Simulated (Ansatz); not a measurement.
System: V, space group Pm-3m (No. 221) (one of a set of cubic test structures, which need not be the stable phase).

One of the inputs:
```
crystal:
  lattice:
    - [2.448988059112, 0.0, 0.0]
    - [0.0, 2.448988059112, 0.0]
    - [0.0, 0.0, 2.448988059112]
  atoms:
    - { symbol: V, position: [0, 0, 0] }
kpoints:
  mp_grid: { grid: [22, 22, 22] }
hamiltonian:
  xc: pbe
  pseudopotentials: { kind: paw }
scf:
  occupations: { method: fermi_dirac, width: 0.061225619053 }
output:
  forces: true
  stress: true
```

Run as:
```bash
ansatz run input.yaml --threads 1
```

How it was computed, with Ansatz 0.2.0 development build: equation of state of a cubic crystal from periodic Kohn-Sham density functional theory without spin, third-order Birch-Murnaghan fit to the free energies; pressure corrected for the finite basis. Level: PBE.

structure type simple cubic; atoms in cell 1; space group number 221; lattice centring simple cubic; k mesh 22×22×22; occupation method Fermi–Dirac; occupation width 0.06123 eV; wave cutoff 420 eV; datasets soft-1 PAW; density tolerance 1e−07 eV; bands 11; density cutoff ratio 4; search for lower states default.

Predict the energy above the lowest point and pressure against volume. The volume takes the values 13.81, 14.10, 14.39, 14.69, 14.98, 15.28, 15.57 Å³/atom.

A third-order Birch–Murnaghan fit gives V0 = 14.68 Å³/atom, B0 = 138 GPa and B′ = 3.9. The energy above the lowest point is 24.4 meV/atom at volume 13.81 Å³/atom and 21.2 meV/atom at 15.57 Å³/atom; the lowest computed point is at volume 14.69 Å³/atom (0.0 meV/atom), and no other minimum shows. The pressure falls from 9.5 GPa at volume 13.81 Å³/atom to −7.2 GPa at 15.57 Å³/atom, and changes sign near 14.68 Å³/atom.

```json
{"volume (Å³/atom)": "13.81", "energy above the lowest point (meV/atom)": "24.4", "pressure (GPa)": "9.5"}
{"volume (Å³/atom)": "14.10", "energy above the lowest point (meV/atom)": "10.3", "pressure (GPa)": "6.0"}
{"volume (Å³/atom)": "14.39", "energy above the lowest point (meV/atom)": "2.4", "pressure (GPa)": "2.8"}
{"volume (Å³/atom)": "14.69", "energy above the lowest point (meV/atom)": "0.0", "pressure (GPa)": "-0.1"}
{"volume (Å³/atom)": "14.98", "energy above the lowest point (meV/atom)": "2.6", "pressure (GPa)": "-2.7"}
{"volume (Å³/atom)": "15.28", "energy above the lowest point (meV/atom)": "9.8", "pressure (GPa)": "-5.1"}
{"volume (Å³/atom)": "15.57", "energy above the lowest point (meV/atom)": "21.2", "pressure (GPa)": "-7.2"}
```

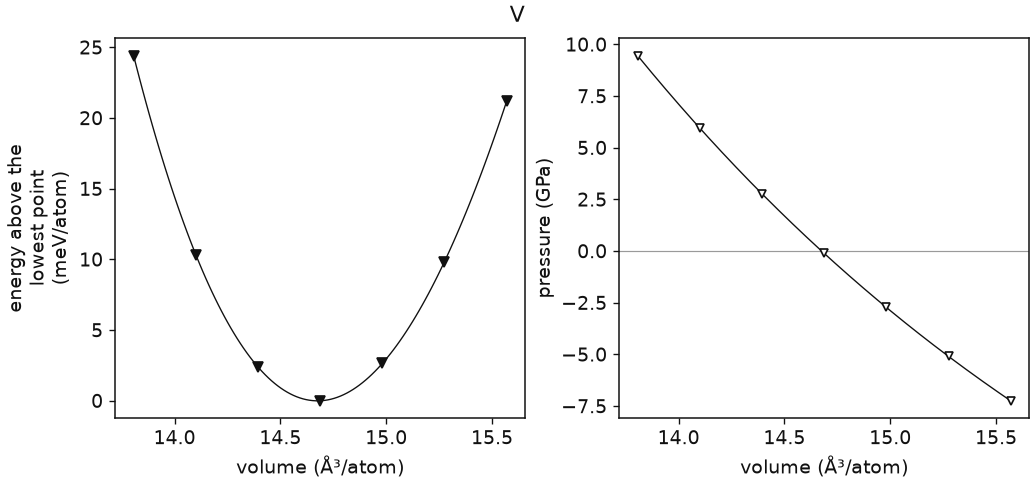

Limits of the calculation: cubic model structure, not the ambient form; modest k-mesh, values are not fully converged in k.
